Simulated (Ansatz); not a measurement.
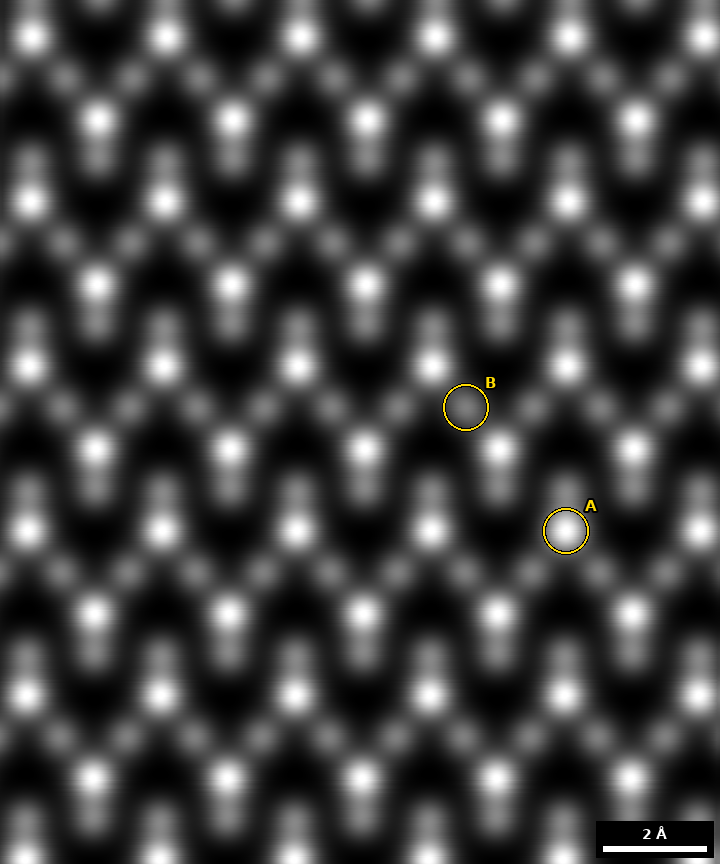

iDPC-like image of Cu (Pm-3n, No. 223) along [211]. Simulated as the projected potential of neutral atoms (B = 0.5 Å²) blurred by a 0.50 Å probe, the thin-sample limit of integrated differential phase contrast. A slight drift was added. Atomic positions: the end point of a relaxation with DFT, PBEsol, plane waves (420 eV) with PAW, scalar-relativistic (Ansatz); the starting structure was generated, so it need not be a known form of this composition.

```cif
data_structure
_symmetry_space_group_name_H-M 'Pm-3n'
_symmetry_Int_Tables_number 223
_cell_length_a 4.5289
_cell_length_b 4.5289
_cell_length_c 4.5289
_cell_angle_alpha 90.000
_cell_angle_beta 90.000
_cell_angle_gamma 90.000
_cell_volume 92.89
loop_
_atom_site_label
_atom_site_type_symbol
_atom_site_symmetry_multiplicity
_atom_site_Wyckoff_symbol
_atom_site_fract_x
_atom_site_fract_y
_atom_site_fract_z
_atom_site_occupancy
Cu1 Cu 2 a 0.00000 0.00000 0.00000 1
Cu2 Cu 6 c 0.25000 0.00000 0.50000 1
```

Question: Assign the marked columns.

Answer: A: Cu (2 Cu per 11.09 Å along the beam; the brightest kind). B: Cu (1 Cu per 11.09 Å along the beam; about 50 % of the brightest peak). Brightness is counted from the darkest point of the image.
